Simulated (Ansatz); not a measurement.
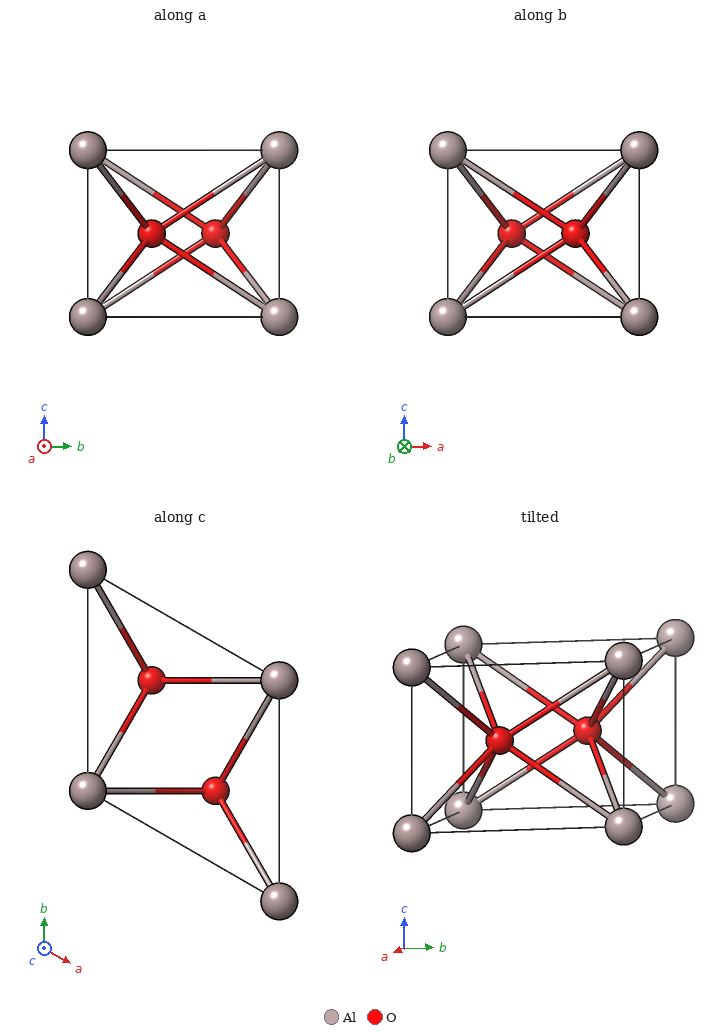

Shown here is a ball-and-stick view of the crystal, taken along the a axis, along the b axis, along the c axis and slightly off an axis. The lines enclose the conventional unit cell; boundary atoms appear with their images.

Lattice parameters: a = 3.4783 Å, b = 3.4783 Å, c = 2.6239 Å, α = 90.000°, β = 90.000°, γ = 120.000°.

Write down what is shown as a CIF with its space group and independent sites.

Answer.
```cif
data_structure
_symmetry_space_group_name_H-M 'P 6/m m m'
_symmetry_Int_Tables_number 191
_cell_length_a 3.4783
_cell_length_b 3.4783
_cell_length_c 2.6239
_cell_angle_alpha 90.000
_cell_angle_beta 90.000
_cell_angle_gamma 120.000
_cell_volume 27.49
loop_
_atom_site_label
_atom_site_type_symbol
_atom_site_symmetry_multiplicity
_atom_site_Wyckoff_symbol
_atom_site_fract_x
_atom_site_fract_y
_atom_site_fract_z
_atom_site_occupancy
Al1 Al 1 a 0.0000 0.0000 0.0000 1
O1 O 2 d 0.3333 0.6667 0.5000 1
```

Provenance: a textbook structure type filled with these elements (whether it is the usual form wasn't checked). A relaxation with Ansatz, DFT PBE, scalar-relativistic, plane waves, PAW gave the geometry drawn.
